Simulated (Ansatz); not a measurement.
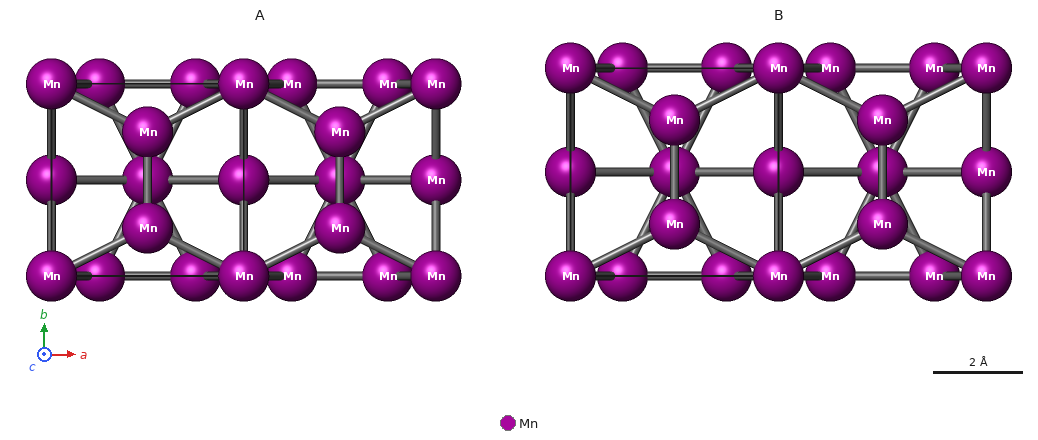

Two geometries of crystalline Mn (built on the beta-tungsten (A15)_223 type) (coarse preliminary run), drawn at one scale. One is the start of a relaxation, the other its converged end. Style: ball-and-stick. Shown: the cell of the calculation, repeated 2 × 1 × 1 with one cell outlined, along the c axis.

All numbers below come from Ansatz 0.2.0, DFT PBEsol, scalar-relativistic, plane waves, PAW. Settings: plane-wave cutoff 420 eV; k-point mesh 4 × 4 × 4; occupations gaussian; smearing width 0.1 eV; collinear spin; cell and atoms relaxed; force threshold 0.04 eV/Å; at most 70 steps.

Question: Which geometry has the lower energy?

Answer: Structure A is the relaxed one. Case: beta-tungsten (A15) type (Pm-3n, No. 223). No atom moves by more than 0.005 Å relative to the cell. The volume changes by −21.1 %, with a = b = c 4.726 → 4.367 Å (−7.6 %). Some distances before and after: Mn–Mn 2.894 → 2.674 Å, Mn–Mn 2.642 → 2.441 Å, Mn–Mn 2.363 → 2.184 Å. The space group stays Pm-3n (No. 223). After 4 accepted moves (5 points after the start) the energy has fallen by 416 meV per atom. All forces vanish by symmetry, so only the cell relaxes. Pressure: −38.76 GPa at the start and 0.11 GPa at the end. The SCF was repeated once at an unchanged geometry on a basis and grid sized afresh for the cell, which shifted the energy by 0.6 meV per atom at most. The program noted that the starting moments weren't kept. The run may lie on a higher electronic state than the lowest, so the end point isn't shown to be the ground-state structure. The run took about 2.4 core-minutes on a shared host.
